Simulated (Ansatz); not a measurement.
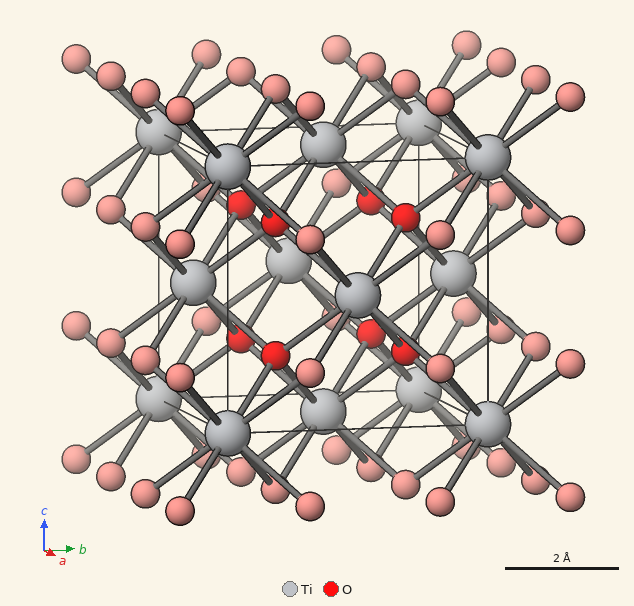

Ball-and-stick drawing of the structure, looking slightly off an axis. The conventional unit cell is drawn as a box. Atoms of adjacent cells appear where they bond to atoms in the box, in fainter colours.

TiO₂, fluorite (CaF₂ type), space group Fm-3m (No. 225), a = 4.794 Å, b = 4.794 Å, c = 4.794 Å, α = 90.00°, β = 90.00°, γ = 90.00°. It goes back to a structure type filled with these elements by a generator (whether the compound takes this form wasn't checked). Earlier steps of the study may have refined or changed the cell and positions. It went into a calculation with Ansatz.

This one geometry was computed with Ansatz (DFT, plane waves, PAW) at four levels of theory: PBE, HSE06, r2SCAN and PBE0. It was relaxed beforehand with r2SCAN.

Q: Which level gives the highest pressure at this volume, and what does that say about its equilibrium volume?

A: Highest: PBE (5.9 GPa), which points to the largest equilibrium volume. Lowest, with the smallest volume: HSE06 (-3.9 GPa) and PBE0 (-4.0 GPa). Levels within 0.5 GPa of each other can't be told apart.

Q: How does the band gap change with the level of theory?

A: PBE: a gap of 1.14 eV, indirect; r2SCAN: a gap of 1.51 eV, indirect; HSE06: a gap of 2.63 eV, indirect; PBE0: a gap of 3.35 eV, indirect.

Q: Collect the results in a table.

A:
| level | cutoff (eV) | k-mesh of the run's cell | gap (eV) | pressure (GPa) |
| --- | --- | --- | --- | --- |
| PBE | 420 | 10×10×10 | 1.14 | 5.9 |
| HSE06 | 420 | 6×6×6 | 2.63 | -3.9 |
| r2SCAN | 500 | 10×10×10 | 1.51 | 0.0 |
| PBE0 | 420 | 6×6×6 | 3.35 | -4.0 |

Gaps are taken on the k-mesh or band path of each run.
